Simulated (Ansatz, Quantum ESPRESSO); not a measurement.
# silicene, 2 layers, AB stacking: the dipole at a withheld member of a series

**Set-up.** Quantum ESPRESSO 7.5, PBE, GBRV ultrasoft. Cell and atoms are relaxed without a field with a D3(BJ) correction and then held. Sawtooth field with dipole correction, 17 Å of vacuum in the starting cell, Fermi-Dirac smearing of 0.002 Ry; bands along a path at each field. The series steps the field along the normal.

| field along the normal | dipole (e Å) |
| --- | --- |
| 0 V/Å | −0.0000 |
| 0.05 V/Å | 0.0235 |
| 0.1 V/Å | 0.0471 |
| 0.2 V/Å | 0.0941 |
| 0.3 V/Å | 0.1411 |

To predict: What is the dipole at 0.4 V/Å?

By hand: The rows at 0.2 V/Å and 0.3 V/Å give a slope of (0.1411 − (0.0941))/(0.3 − (0.2)) = 0.47, so a straight line gives 0.1881 e Å. A parabola through these and the row at 0.1 V/Å gives 0.1881 e Å.

**Check.** 0.1882 e Å. The line misses by −0.0001 and the parabola by −0.0001 e Å. Both misses are under 5 % of the step from the nearer row.

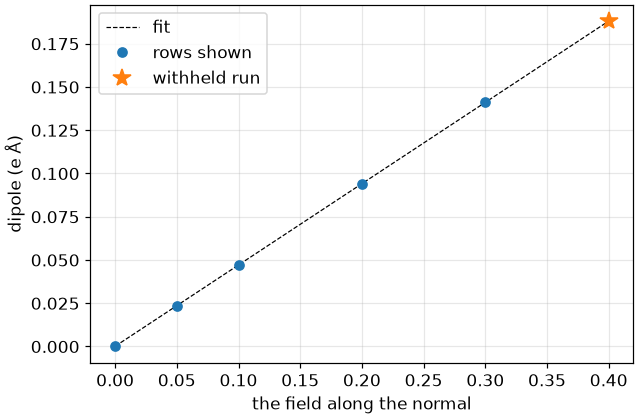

The rows shown, the fit and the withheld run.

Caveats: Ions are held; semilocal gaps are too small; in strong fields empty levels can belong to the vacuum; one stacking. Members without a usable value, or on the other side of zero field or charge, are not listed.
